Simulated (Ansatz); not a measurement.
**SiO$_{2}$: density, localisation and related maps**

```
Si O
1.0
     5.32827    0.00000    0.00000
    -2.66414    4.61442    0.00000
     0.00000    0.00000    8.69699
Si O
4 8
Direct
  0.33333 0.66667 0.06244
  0.66667 0.33333 0.56244
  0.33333 0.66667 0.43756
  0.66667 0.33333 0.93756
  0.33333 0.66667 0.25000
  0.66667 0.33333 0.75000
  0.50000 0.00000 0.00000
  0.50000 0.50000 0.50000
  0.00000 0.50000 0.00000
  0.50000 0.00000 0.50000
  0.50000 0.50000 0.00000
  0.00000 0.50000 0.50000
```

Space group P6₃/mmc; changed on purpose from its base cell (volume × 1.03, shape and atoms relaxed); computed pressure about −4 GPa in this cell.

Computed with Ansatz, DFT PBE, scalar-relativistic, plane waves, PAW.

In a PAW calculation such maps are meaningful between the atoms, not at the nuclei.

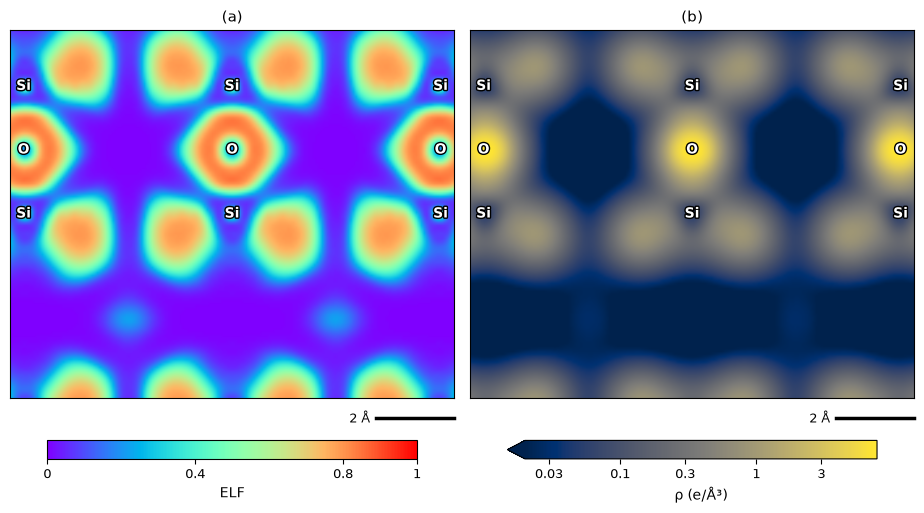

Figure 1. (a) electron localisation function; (b) valence pseudo-density on the (010) plane of the conventional cell.

**Read the bonding off the picture.**

- The section cuts through Si and O sites.
- Atoms just off the plane (O, 0.8 Å away) can leave unmarked features too.
- Si–O (1.63 Å): ρ at the midpoint is about 1.2 e/Å³; the ELF peaks at about 0.85 between the atoms, as expected for a polar covalent bond.
- The density dies away to nearly zero in the voids.
- The ELF also peaks beside O, away from the bonds: lone-pair regions.

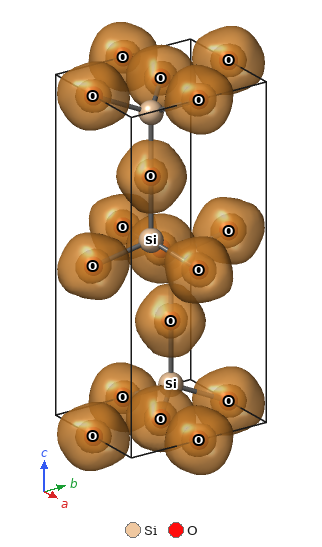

Figure 2. Isosurface of the electron localisation function at 0.75 (orange), seen slightly off an axis. Core shells and regions of very low density are left out. Sticks mark near contacts.

**Where are the electrons localised?**

At this value the surface marks out eight regions on O in which the atom's valence shell and bonds are merged, counted in one cell of 12 atoms. Any copies at cell faces, edges or corners count once.

**Does the calculation make it a metal, or give it a gap?**

It is gapped, with a Kohn–Sham gap of 5.2 eV on the k-point mesh (the band edges may lie off the mesh, which would make the gap smaller).
